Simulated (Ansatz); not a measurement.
# WS₃ (slab): what the fields show

```xyz
8
Lattice="3.1459 0.0000 0.0000 -1.5729 2.7244 0.0000 0.0000 0.0000 54.6583" Properties=species:S:1:pos:R:3 pbc="T T T"
S     1.5730    0.9081    8.4999
S     0.0000    1.8163   22.5908
W     1.5730    0.9081   24.1573
S     0.0000    1.8163   25.7255
S     1.5730    0.9081   28.9328
W     0.0000    1.8163   30.5010
S     1.5730    0.9081   32.0675
S     0.0000    1.8163   46.1584
```

Level of theory: DFT PBEsol, scalar-relativistic, plane waves, PAW in Ansatz 0.2.0.

In a PAW calculation such maps are meaningful between the atoms, not at the nuclei.

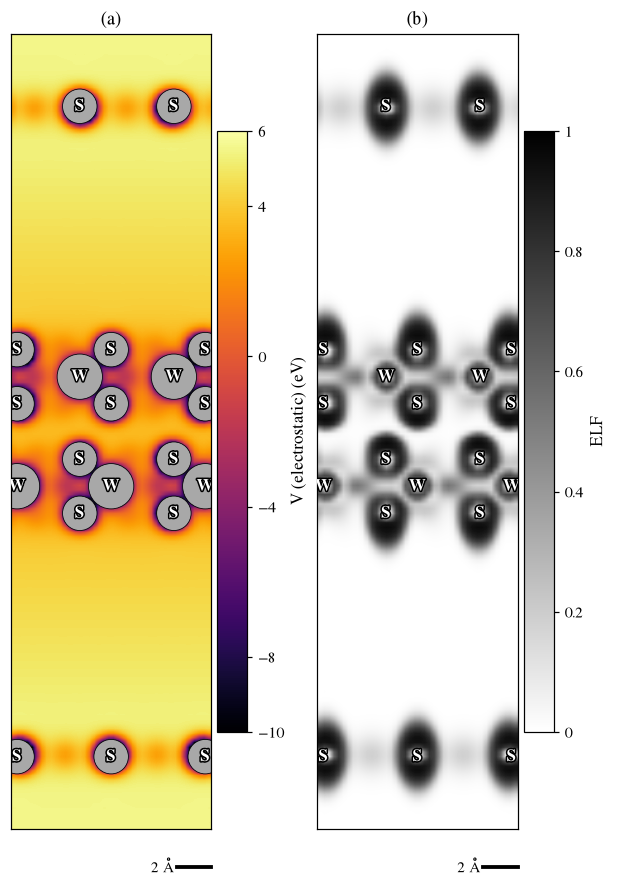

Figure 1. (a) electrostatic potential energy of an electron; (b) electron localisation function on the (110) plane of the calculation cell, a cut from vacuum to vacuum. Grey discs cover the atomic cores in the potential map.

Question: What does the map show?

Answer: The section cuts through S and W sites. W–S (2.40 Å): the ELF peaks at about 0.85 in the valence shell of S, 0.8 Å from its nucleus, and is about 0.50 at the midpoint. The features right at W lie inside the PAW spheres, where the map follows smoothed inner orbitals and isn't to be read closely.

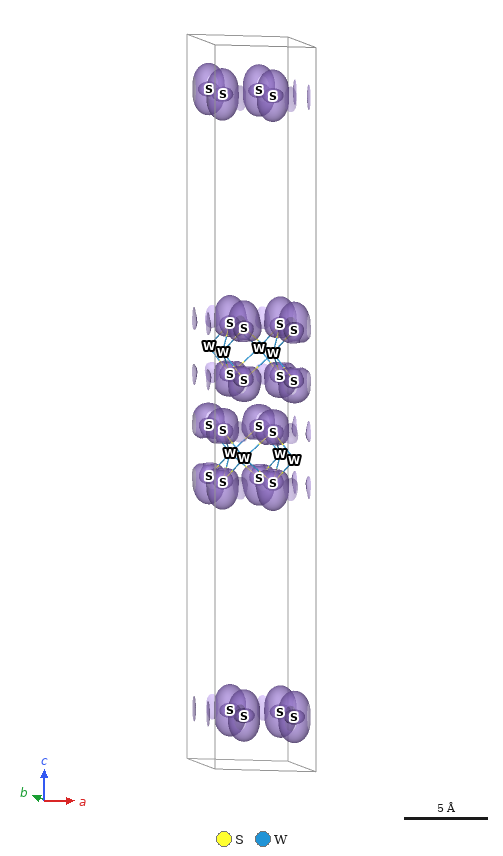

Figure 2. Isosurface of the ELF at 0.75 (purple), seen slightly off an axis. Core shells and regions of very low density are left out. Sticks mark near contacts.

Question: What do the ELF domains correspond to?

Answer: At this value the surface marks out six regions wrapped around S (the valence shell of each), counted in one cell of 8 atoms. Counts are for one cell; the picture repeats the cell along the surface.

Question: Does the calculation give a band gap?

Answer: It is metallic or semimetallic at this level of theory: no gap opens.
